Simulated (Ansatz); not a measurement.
Run report: W, single-point calculation

The run: single-point calculation of W (Fmmm, 4 atoms in the cell). Method and program: DFT, PBE, plane waves, PAW, spin-polarised (Ansatz 0.2.0).

The structure derives from an entry of the Crystallography Open Database. Some settings of this run were made unusual or wrong on purpose. Figures and captions count atoms from 1; the log counts them from 0 in places.

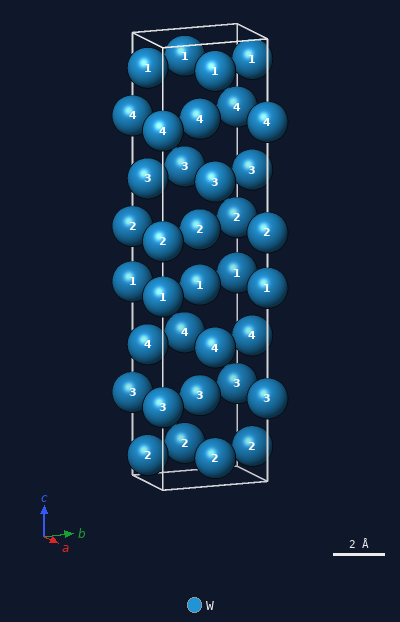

**Figure 1.** The structure as given in the input (spheres-only view of the cell 4 times as large as that of the calculation, set on its symmetry axes, seen slightly off an axis; atoms are numbered from 1 in the order of the input).

**Input**
```yaml
crystal:
  lattice:
    - [-1.5917793224, 1.5917793224, -1.5917793224]
    - [-1.5917793224, -1.5917793224, 1.5917793224]
    - [0.0, 7.9588966121, 4.7753379673]
  atoms:
    - { symbol: W, position: [-0.4375, 0.4375, 0.875] }
    - { symbol: W, position: [0.4375, 0.5625, 0.125] }
    - { symbol: W, position: [-0.1875, 0.1875, 0.375] }
    - { symbol: W, position: [0.1875, 0.8125, 0.625] }
basis:
  ecutwfc: 420
kpoints:
  mp_grid: { grid: [22, 22, 7] }
hamiltonian:
  xc: pbe
scf:
  occupations: { method: gaussian, width: 0.15 }
  max_iter: 80
output:
  forces: true
  eigenvalues: true
  stress: true
magnetization:
  spin_polarized: true
  initial_magnetization: 1
```

Hardware: 2 threads of AMD EPYC (Zen 2), 12 GiB of memory available, shared host.

Launch command:
```bash
ansatz run input.yaml --threads 2 --pin off --max-ram 5120MiB --backend cpu --events-out ev --progress --plain --runs-dir out
```

**The program's output**
```
Warning: crystal.symmetry: narrowed to the stabiliser of the k-point mesh — unitary ops 8 → 4; excluded 4 operations that carry a point of the 22×22×7 mesh (shift [0, 0, 0]) off the mesh (the run samples exactly the mesh kpoints.mp_grid names, as under crystal.symmetry.detect: false, and its converged state has the mesh's symmetry, not the crystal's; ε∞, the Born charges and the force constants of a linear response (`dielectric:` by the response, `phonons.method: dfpt`) are averaged over those of the crystal's operations that the state keeps within a tolerance, where `mesh_tensors`, `unaveraged_element` or `gamma_mean_max_change_ev_ang2` stands beside them; a row that `dielectric.field_direction` solves alone is averaged likewise, with nothing beside; a Γ-centred mesh of equal divisions is mapped onto itself by every operation and keeps the whole group, as does a half-shifted one under kpoints.further_shifts: images)
Engine: ansatz 0.2.0, x86_64-unknown-linux-gnu
Pseudopotentials: kind: paw
Pseudopotential: W, paw, valence charge 14, recommended cutoff 420 eV (normal), W.paw.azcp
Functional definition: PBE
  parameter kappa = 0.804
  parameter beta = 0.06672455060314922
  exchange = pbe_x(kappa = kappa, mu = beta*pi^2/3)
  correlation = pbe_c(beta = beta)
Crystal: 4 atoms, lattice volume = 64.531 Å³
Basis set: ecut = 420 eV, 1289 PW (Γ), exchange–correlation on 40×40×128 points (8 copies of the dense FFT grid, shifted against one another)
Bands: 35, of which v1, the nominal top of the filled ones, is band 28 counted from 1 (27 counted from 0)
Symmetry: 4 space group operations
k-points: 892 of 3388
Non-local potential: W, projectors of the file, l = 0: 3, l = 1: 2, l = 2: 2, l = 3: 1
PAW form: soft (Blöchl's): semilocal exchange-correlation on the pseudo side does not see the compensation charge
PAW one-centre angular grid: W, 590 points (default); XC on 64 Gauss nodes
Initial density: superposition of atomic densities (chi_scale 0.1, normalization cell)
Starting moments: Σ|m| = 1 μB on 4 of 4 sites
Initial wavefunctions: pseudopotential atomic-orbital guess
Functional: x = pbe(κ = 0.804, μ = 0.2195149727645171), c = pbe(β = 0.06672455060314922)
iter 1 solved again at ethr=3.07e-3 eV; its pass at ethr=3.10e-3 eV (dr2=1.72e0 eV) is discarded
SCF iter   1: F=—  HF=-41537.010113 eV  |F-HF|=—  |Δ(HF+E_count)|=         —  Δρ=3.07e-2 (↑3.07e-2 ↓2.80e-2)  dr2=1.72e0  dr2_m=5.79e-3  M=1.000 μB ∫|m|=1.000 μB  β_m=0.30  ethr=3.07e-3  ⟨swp⟩=1.0  Hψ=318474  notcnv=0
Mixer restart at iter 1: flushing history
preconditioner: auto → Kerker (q_TF=auto, 2.665 Å⁻¹)  [metal: Δε(μ)=0.003 eV  Ē_g=5.677 eV  σ=0.150 eV  W_gap=0.01  n_scr=22 (ndim 8)  ℏωp=22.6 eV  f_vac=0.000  D(μ)=2.18/eV (n_scr^D=14)]
spin=Collinear: Kerker preconditioning applied to the charge; magnetization (m = ρ↑ − ρ↓) channel mixes plain (no charge-response kernel on spin).
SCF iter   2: F=—  HF=-41537.003849 eV  |F-HF|=—  |Δ(HF+E_count)|=         —  Δρ=2.68e-2 (↑2.68e-2 ↓2.09e-2)  dr2=9.85e-1  dr2_m=4.35e-2  M=0.093 μB ∫|m|=0.095 μB  β_m=0.30  ethr=3.07e-3  ⟨swp⟩=2.0  Hψ=74063  notcnv=0  defer=1
Mixer restart at iter 2: flushing history
SCF iter   3: F=—  HF=-41536.938570 eV  |F-HF|=—  |Δ(HF+E_count)|=   6.53e-2  Δρ=2.00e-2 (↑2.00e-2 ↓1.60e-2)  dr2=5.60e-1  dr2_m=2.27e-2  M=0.071 μB ∫|m|=0.073 μB  β_m=0.65  ethr=1.76e-3  ⟨swp⟩=2.0  Hψ=71158  notcnv=0  defer=3
SCF iter   4: F=—  HF=-41536.965608 eV  |F-HF|=—  |Δ(HF+E_count)|=   2.70e-2  Δρ=1.69e-3 (↑1.69e-3 ↓1.66e-3)  dr2=9.61e-3  dr2_m=2.60e-5  M=0.002 μB ∫|m|=0.005 μB  β_m=0.82  ethr=1.00e-3  ⟨swp⟩=2.6  Hψ=119304  notcnv=0  defer=85
SCF iter   5: F=—  HF=-41536.968561 eV  |F-HF|=—  |Δ(HF+E_count)|=   2.95e-3  Δρ=5.66e-4 (↑5.66e-4 ↓5.42e-4)  dr2=4.30e-3  dr2_m=9.93e-7  M=0.001 μB ∫|m|=0.001 μB  β_m=0.91  ethr=1.72e-5  ⟨swp⟩=2.2  Hψ=124637  notcnv=0  defer=130
SCF iter   6: F=—  HF=-41536.969190 eV  |F-HF|=—  |Δ(HF+E_count)|=   6.29e-4  Δρ=3.65e-4 (↑3.65e-4 ↓3.43e-4)  dr2=3.13e-3  dr2_m=4.55e-7  M=0.000 μB ∫|m|=0.001 μB  β_m=0.96  ethr=7.68e-6  ⟨swp⟩=1.1  Hψ=62808  notcnv=0  defer=127
SCF iter   7: F=—  HF=-41536.968988 eV  |F-HF|=—  |Δ(HF+E_count)|=   2.02e-4  Δρ=6.46e-5 (↑6.41e-5 ↓6.46e-5)  dr2=1.13e-5  dr2_m=2.28e-8  M=0.000 μB ∫|m|=0.000 μB  β_m=0.95  ethr=5.58e-6  ⟨swp⟩=1.7  Hψ=65086  notcnv=0  defer=127
SCF iter   8: F=—  HF=-41536.968932 eV  |F-HF|=—  |Δ(HF+E_count)|=   5.63e-5  Δρ=2.35e-5 (↑2.35e-5 ↓2.22e-5)  dr2=9.34e-6  dr2_m=4.22e-9  M=0.000 μB ∫|m|=0.000 μB  β_m=0.97  ethr=2.03e-8  ⟨swp⟩=2.7  Hψ=110768  notcnv=0  defer=127
SCF iter   9: F=—  HF=-41536.968932 eV  |F-HF|=—  |Δ(HF+E_count)|=   2.54e-7  Δρ=8.65e-6 (↑8.65e-6 ↓8.34e-6)  dr2=1.77e-6  dr2_m=2.35e-10  M=0.000 μB ∫|m|=0.000 μB  β_m=0.99  ethr=1.67e-8  ⟨swp⟩=1.2  Hψ=63123  notcnv=0  defer=127
SCF iter  10: F=—  HF=-41536.968931 eV  |F-HF|=—  |Δ(HF+E_count)|=   1.02e-7  Δρ=1.66e-6 (↑1.66e-6 ↓1.66e-6)  dr2=6.75e-8  dr2_m=1.65e-12  M=0.000 μB ∫|m|=0.000 μB  β_m=0.99  ethr=3.16e-9  ⟨swp⟩=1.4  Hψ=63842  notcnv=0  defer=127
SCF iter  11: F=-41536.968931 eV  HF=-41536.968931 eV  |F-HF|=2.91e-11  |Δ(HF+E_count)|=   1.78e-9  Δρ=1.93e-7 (↑1.90e-7 ↓1.93e-7)  dr2=7.00e-11  dr2_m=1.08e-13  M=-0.000 μB ∫|m|=0.000 μB  ethr=1.21e-10  ⟨swp⟩=5.6  Hψ=205263  notcnv=0
SCF 1 converged in 11 iterations: F = -41536.968931 eV  dr2 = 7.00e-11
  greatest PAW one-centre occupation: 1.000 electrons in one spin orbital (limit 2), on the W atom at site 3 (counted from 0), in its partial waves of l = 0
```

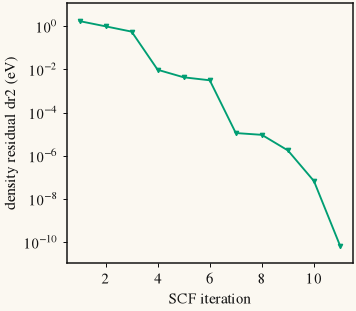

**Figure 2.** Convergence of the self-consistent field: density residual dr2 against the SCF iteration. The residual falls at every step.

```
WARN: the starting moments were not kept: the SCF closed with an absolute magnetisation of 5.0e-7 μB, where they sum to 1 μB in size (4 sites). That is at most 0.1 of that sum. Measured as dr2_m measures the in/out step, that magnetisation stands 2.2e-14 eV from none, at or under the dr2_threshold of 1.0e-7 eV: it is no larger than a step whose dr2_m would equal this threshold. The system may hold no moment; this SCF shows only that its start led to no more than that. To try another start: raise the starting moments (crystal.atoms[].spin, magnetization.per_species, magnetization.initial_magnetization, or on a non-collinear deck that types none of these the spinor_matrix: blocks that start its atoms; where the total moment is fixed, keep their sum and leave initial_magnetization as it is; typed ones take the place of any that the run laid by itself, positive ones on a crystal's lanthanoids without a Hubbard term where scf.initial_density.shell_occupations: [] is typed) or, if the notice of its spin-set hold's release reads "site moments contracting" or "site moments show no strong build", lengthen the hold (scf.mixing.spin_hold: { on: { confirm: 4 } }; for m-r²SCAN on two components see the key's manual first). Each may lead to a state that holds a moment. A second SCF, from the converged charge density, with the starting moments and any scf.initial_density.shell_occupations laid on it anew, would have followed, and was not run: the deck does not ask for one (magnetization.retry_lost_moments is false, the default). To let it run, set magnetization.retry_lost_moments: true and run the deck again, where that key's refused combinations let it; where memory then withholds it, that run's warning says so.
SCF converged after 11 iterations
Magnetization: -0.0000 μB (28.0000 up, 28.0000 down)
Absolute magnetization: 0.0000 μB (∫|ρ↑−ρ↓|, with the PAW one-centre terms)
Spin contamination: 0.0000 ħ² per cell (⟨S²⟩ above its minimum at these occupations)
Per-site moments (μB) at R_I (Å): [(-1.1304120276585582e-7, 0.9285853112573772), (-1.1304120275806027e-7, 0.9285853112573772), (2.651711833667775e-8, 1.1372800975941737), (2.6517118311124866e-8, 1.1372800975941737)]
Free energy (F): -41536.968931 eV
Harris-Foulkes:  -41536.968931 eV  (|F-HF|=2.91e-11)
Internal energy: -41536.939954 eV  (E = F + TS)
E sigma→0 (E₀):  -41536.954443 eV
Entropy (-TS):   -0.028978 eV (-7.244 meV/atom)
Fermi energy:    22.101500 eV
--- Per-component energies (eV) ---
  E_band       = -348.231165
  E_kinetic    = 1805.316363
  E_local      = -2520.382666  (includes V_loc(G=0)·N_el)
  E_nonlocal   = 5.906197
  E_hartree    = 909.151264
  E_xc         = -1068.257794
  E_vxc        = -955.909519  (∫ρ·V_xc dr)
  E_paw        = -34251.384805  (= ΣΔE_a)
  E_vpaw       = -501.463863  (= ΣTr[D̂ρ^β])
  E_aug_tail   = -0.000251  (compensation charges beyond the density's cutoff)
  E_ewald      = -6417.288262
  E_smearing   = -0.028978  (= −TS)
  E_closure    = 0.000000  (closes the sum)
  Σ components = -41536.968931   (vs F -41536.968931, Δ=0.00e0)
--- Forces (eV/Å), atoms counted from 1 ---
  atom   1  W      0.00000000    -3.75671051    -3.75636571
  atom   2  W      0.00000000     3.75671051     3.75636571
  atom   3  W      0.00000000     0.16689257     0.16712562
  atom   4  W      0.00000000    -0.16689257    -0.16712562
  max |Σ_I F_I| component: 0.00e0 eV/Å
--- Stress (GPa, compression-positive) ---
        0.241045       0.000000       0.000000
        0.000000      16.553640      12.380873
        0.000000      12.380873      16.579490
  P = ⅓ Tr σ = 11.1247 GPa (111.247 kbar)
--- Band table (eV; the first three rows and the last of 1784) ---
  k-point 0 ↑: bands = ["-51.9860", "-51.9214", "-51.7800", "-51.5024", "-17.3461", "-16.4691", "-16.0669", "-15.9542", "-15.8387", "-15.6409", "-15.6375", "-15.6344", "-15.4927", "-15.4493", "-15.2261", "-14.9152", "12.7051", "14.8891", "15.0580", "16.4764", "18.9258", "18.9819", "19.0716", "20.5063", "20.6235", "20.6409", "21.4549", "21.6136", "21.6737", "22.7987", "22.8720", "23.6617", "23.8697", "23.8840", "24.4150"]
  k-point 1 ↑: bands = ["-51.9855", "-51.9222", "-51.7796", "-51.5024", "-17.3392", "-16.5066", "-16.0290", "-15.9589", "-15.8279", "-15.6499", "-15.6375", "-15.6344", "-15.4927", "-15.4464", "-15.2261", "-14.9225", "12.7660", "14.5201", "15.3500", "16.4924", "18.8181", "19.1117", "19.1285", "20.3246", "20.6455", "20.7676", "21.1927", "21.5871", "22.0464", "22.7952", "22.8000", "23.5990", "23.8869", "23.9745", "24.4182"]
  k-point 2 ↑: bands = ["-51.9845", "-51.9241", "-51.7787", "-51.5026", "-17.3227", "-16.5773", "-15.9678", "-15.9580", "-15.8021", "-15.6727", "-15.6375", "-15.6344", "-15.4927", "-15.4404", "-15.2261", "-14.9395", "12.9446", "14.0597", "15.5834", "16.5457", "18.7286", "19.1770", "19.3332", "20.0749", "20.7119", "20.9051", "20.9582", "21.5225", "22.5770", "22.6087", "22.8030", "23.4921", "23.9756", "24.1364", "24.4260"]
  k-point 891 ↓: bands = ["-51.8669", "-51.8193", "-51.6694", "-51.3952", "-17.0776", "-16.7979", "-16.6102", "-16.5376", "-16.4047", "-16.2816", "-16.2519", "-16.2172", "-16.0568", "-15.9172", "-15.8624", "-14.8155", "16.0471", "16.2527", "16.7571", "16.9269", "18.0407", "18.2192", "18.8982", "19.1222", "19.5744", "20.8381", "22.7859", "23.0582", "23.9370", "24.1531", "25.1839", "25.6372", "27.2957", "27.3902", "27.9677"]
```

**Outcome**

```csv
quantity,value
outcome,converged
space group (tolerance 0.01 Å),Fmmm (69)
electrons treated,56
free energy,−41536.9689 eV
Fermi energy,22.102 eV
gap on the k-point mesh,none (metallic)
net moment of the cell,0.00 μB
integrated absolute moment,0.00 μB
pressure,11.12 GPa
largest force (length of the vector),5.313 eV/Å
wall time,1.7 min (CPU time 3.3 min)
peak memory,2.5 GiB
```

**Remarks**

The input was spoiled on purpose: an impossible spin (`magnetization`). It did no harm here: the run converged to the energy of the sound run within 1 meV per atom. The program warns: some starting moments were not kept; the k-point mesh lowers the symmetry that the run can use.
